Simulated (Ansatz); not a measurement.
System: rocksalt KCl, space group Fm-3m (No. 225), 2 atoms in the primitive cell, relaxed with r2SCAN; cubic a = 6.290 Å. Starting point: PBE, Ansatz PAW set, no spin polarisation, no spin-orbit coupling, 4×4×4 k mesh, 420 eV cutoff, fixed occupations (Ansatz 0.2.0). Many-body step: G0W0 with empty bands 259, screening cutoff 150 eV and frequency treatment contour deformation.

In PBE the smallest gap over these k points is 5.19 eV, with direct gaps of 5.19 eV at Γ, 6.75 eV at X and 7.91 eV at L.

> What does G0W0 give?

Over the k points that were corrected, the smallest gap goes from 5.19 eV in PBE (direct at Γ) to 7.95 eV in G0W0 (direct at Γ), a change of +2.76 eV (+53 %). Counted from the valence top, the lowest empty level moves by +2.76 eV at Γ, +3.15 eV at X and +2.83 eV at L; over the 8 points that were corrected the shifts run from +2.76 to +3.25 eV: a spread of 0.49 eV on a mean of 2.99 eV, so one scissor shift describes this level only roughly. The top filled level also moves against the valence top, by −0.08 eV at W. The quasiparticle weight (renormalisation factor) lies between 0.80 and 0.87 for the top filled and first empty levels.

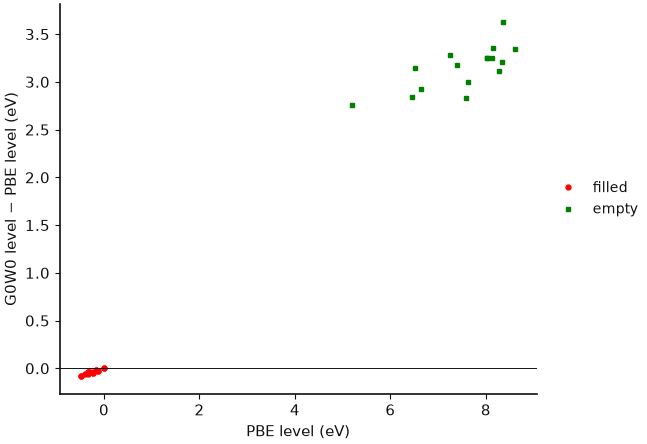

Change of each level from PBE to G0W0 against its PBE energy, both sets counted from their own valence top.

```
k point  PBE direct gap (eV)  G0W0 direct gap (eV)
      Γ                 5.19                  7.95
      X                 6.75                  9.94
      L                 7.91                 10.78
```

The k mesh is coarse (spacing up to 0.43 Å⁻¹), so the values aren't converged. Bands, cutoffs and mesh are finite, so these values aren't at the basis limit.
